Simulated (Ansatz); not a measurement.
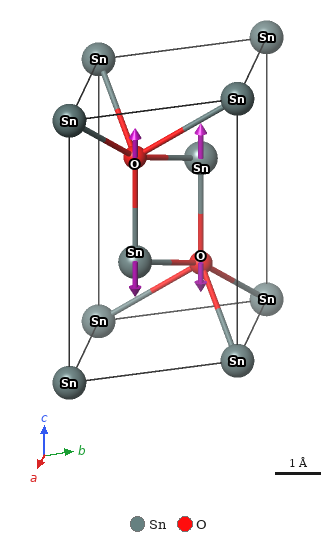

This is a relaxation of solid Sn$_{3}$O$_{2}$ (built on the A-type sesquioxide_164 type) (coarse preliminary run). The starting structure is drawn; purple arrows show the displacements (the part carried along by the change of the cell is left out), magnified 10 times.

The picture is a ball-and-stick view of the cell of the calculation, seen from a free direction.

Case: anti-A-type sesquioxide type (P-3m1, No. 164).

These are results of DFT PBE, scalar-relativistic, plane waves, PAW (Ansatz), not measurements. Set-up: plane-wave cutoff 420 eV; k-point mesh 6 × 6 × 4; occupations gaussian; smearing width 0.1 eV; no spin polarisation; cell and atoms relaxed; force threshold 0.04 eV/Å; at most 70 steps.

What happened in the run?

Answer. The largest moves relative to the cell, 0.085 Å, are those of Sn atoms. By element the largest moves are Sn 0.085 Å, O 0.071 Å. The drawn cell changes as follows: a = b 4.060 → 3.352 Å (−17.4 %), c 6.317 → 10.457 Å (+65.5 %); the volume changes by +12.8 %. Some distances before and after: O–Sn 2.527 → 4.338 Å, O–Sn 2.809 → 3.155 Å, O–Sn 2.445 → 2.244 Å. Bond angles that change, for instance: O–Sn–O 112.3° → 96.6°, Sn–O–Sn 112.3° → 96.6°. The space group stays P-3m1 (No. 164). The energy falls by 2.687 eV per cell of the calculation in 21 accepted moves (26 points after the start). The largest force component goes from 0.97 to 0.033 eV/Å. Pressure: 10.23 GPa at the start and −0.01 GPa at the end. The line search rejected the trial step at point 15 of the run. At 4 points the geometry stayed and the basis and grid were re-selected for the new cell (energy shift of 0.198 eV per cell of the calculation at most each time). The run took 110 s on 1 thread of Intel(R) Xeon(R) Platinum 8375C CPU @ 2.90GHz (Ice Lake) (shared host), peak memory 0.41 GiB.
